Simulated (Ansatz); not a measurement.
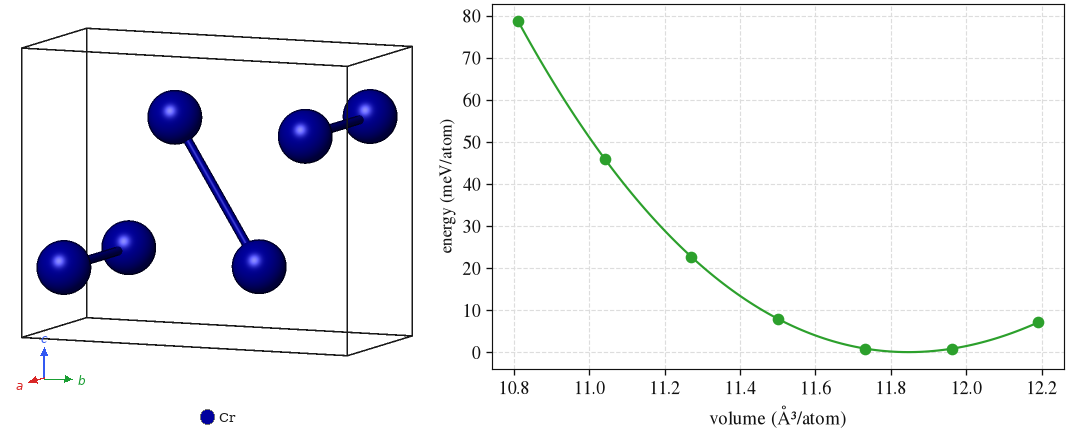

Plotted: energy against volume for Cr, space group Cmcm (No. 63). The conventional cell is drawn beside the plot.

The given structure:
```
Cr
1.0
     1.14705   -2.46703    0.00000
     1.14705    2.46703    0.00000
     0.00000    0.00000    4.06431
Cr
2
Cartesian
  1.1471 -1.8282 3.0482
  1.1471 1.8282 1.0161
```

Method: all-electron LAPW DFT, collinear spins; energies at scaled volumes of the given cell, shape and fractions fixed, counted from the fit's minimum, third-order Birch-Murnaghan fit (Ansatz 0.2.0). Level: PBE, collinear spin.

- k mesh: 13×13×7
- occupations: Fermi–Dirac
- smearing width: 0.05 eV
- potentials: all electron LAPW, scalar relativistic
- program settings: basis error eV/atom 0.0005

From this curve and the settings, what does the calculation give for the pressure at the same points?

The pressure falls from 26.35 GPa at volume 10.81 Å³/atom to −6.41 GPa at 12.19 Å³/atom, and changes sign near 11.85 Å³/atom.

```csv
volume (Å³/atom),pressure (GPa)
10.81,26.35
11.04,19.42
11.27,13.16
11.50,7.50
11.73,2.39
11.96,-2.23
12.19,-6.41
```

Limits of the calculation: the program warns: seeded moment not kept; shape and atomic fractions are frozen while scaling, which makes layered, chain and framework solids too stiff.
